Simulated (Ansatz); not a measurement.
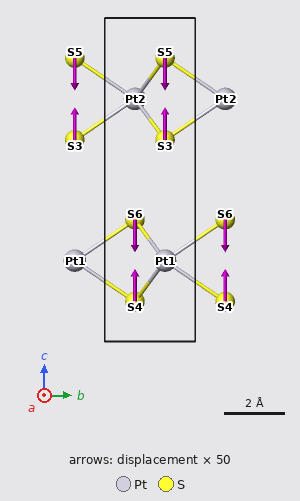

This is a relaxation of solid PtS2 (a generated structure, set up in P6_3/mmc). The starting structure is drawn; purple arrows show the displacements (the part carried along by the change of the cell is left out), 50 times their true length.

The picture is a ball-and-stick view of the cell of the calculation, seen along the a axis.

Method: DFT PBE, scalar-relativistic, plane waves, PAW (Ansatz).

Input file:
```yaml
crystal:
  lattice:
    - [3.5032257602, 0.0, 0.0]
    - [-1.7516128801, 3.0338825035, 0.0]
    - [0.0, 0.0, 10.8728540833]
  atoms:
    - { symbol: Pt, position: [0.3333333333, 0.6666666667, 0.25] }
    - { symbol: Pt, position: [0.6666666667, 0.3333333333, 0.75] }
    - { symbol: S, position: [0.3333333333, 0.6666666667, 0.6234916006] }
    - { symbol: S, position: [0.6666666667, 0.3333333333, 0.1234916006] }
    - { symbol: S, position: [0.3333333333, 0.6666666667, 0.8765083994] }
    - { symbol: S, position: [0.6666666667, 0.3333333333, 0.3765083994] }
basis:
  ecutwfc: 420
kpoints:
  mp_grid: { grid: [12, 12, 4] }
hamiltonian:
  xc: pbe
scf:
  occupations: { method: gaussian, width: 0.1 }
output:
  forces: true
  stress: true
  eigenvalues: true
relax:
  adjacent_minimum: "off"
  f_tol: 0.01
  max_steps: 80
  cell: { stress_tol: 0.05 }
```

Launched with:
```bash
ansatz run input.yaml --threads 1 --pin off --max-ram 2560MiB --backend cpu --events-out ev --progress --plain --runs-dir out
```

**What did the optimiser do to the structure, and how much energy did it gain?**

The energy falls by 6.7 meV per cell of the calculation in 2 accepted moves (3 points after the start). Largest force component: 0.088 eV/Å at the start, 0.0051 eV/Å at the end. The pressure goes from 1.07 to 0.00 GPa. At 1 point the geometry stayed and the basis and grid were re-selected for the new cell (energy shift of 0.5 meV per cell of the calculation at most each time). The largest moves relative to the cell, 0.022 Å, are those of S3, S4, S5 and S6. S3 goes along +c. Pt stays in place. The drawn cell changes as follows: a = b 3.503 → 3.511 Å (+0.2 %), c 10.873 → 11.079 Å (+1.9 %); the volume changes by +2.3 %. Some distances before and after: Pt1–S4 2.446 → 2.452 Å. The space group stays P6_3/mmc (No. 194).

Limits of the set-up: layers or molecules are held without a dispersion correction, so their spacing is unreliable.
